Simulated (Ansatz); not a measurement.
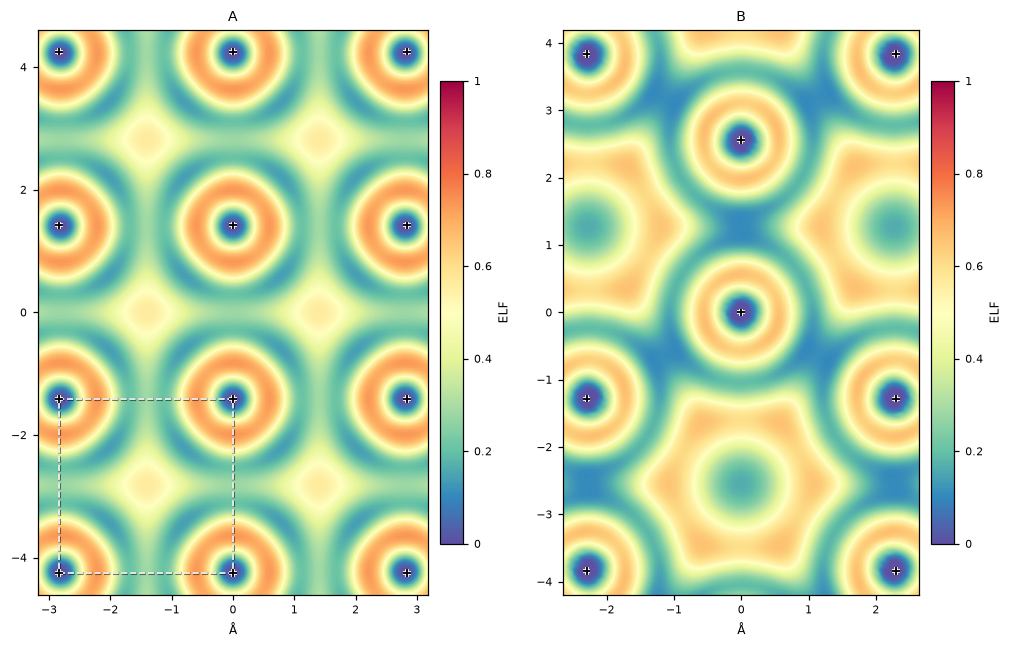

The ELF of 2 systems, each on a plane through atoms (crosses mark nuclei in the plane).

These are results of Ansatz 0.2.0, DFT PBEsol, scalar-relativistic, plane waves, PAW, not measurements.

System 1: Ta, the (001) plane of the conventional cell. Space group I4/mmm; changed on purpose from its base cell (strain -0.050 along x and y, -0.025 along z, atoms carried along); computed pressure about 23 GPa in this cell; computed without spin polarisation.

```cif
data_structure
_symmetry_space_group_name_H-M 'P 1'
_symmetry_Int_Tables_number 1
_cell_length_a 2.8348
_cell_length_b 2.8348
_cell_length_c 4.1145
_cell_angle_alpha 90.000
_cell_angle_beta 90.000
_cell_angle_gamma 90.000
_cell_volume 33.06
loop_
_atom_site_label
_atom_site_type_symbol
_atom_site_fract_x
_atom_site_fract_y
_atom_site_fract_z
_atom_site_occupancy
Ta1 Ta 0.00000 0.00000 0.00000 1
Ta2 Ta 0.50000 0.50000 0.50000 1
```

System 2: Ti, the (001) plane of the conventional cell. Space group Cmmm; a structure from a database of computed crystals, not necessarily the ambient phase; changed on purpose from its base cell (strain +0.0175 x Voigt [1, -1, 0, 0, 0, 0], atoms carried along); computed without spin polarisation.

### Match each panel to its system.

Panel A is system 1, Ta: the plane holds Ta. Ta–Ta (2.83 Å): the ELF is about 0.30 at the midpoint; no localised pair shows between them. Panel B is system 2, Ti: the plane holds Ti. Ti–Ti (2.56 Å): the ELF is about 0.10 at the midpoint; no shared electron pair shows on this line.
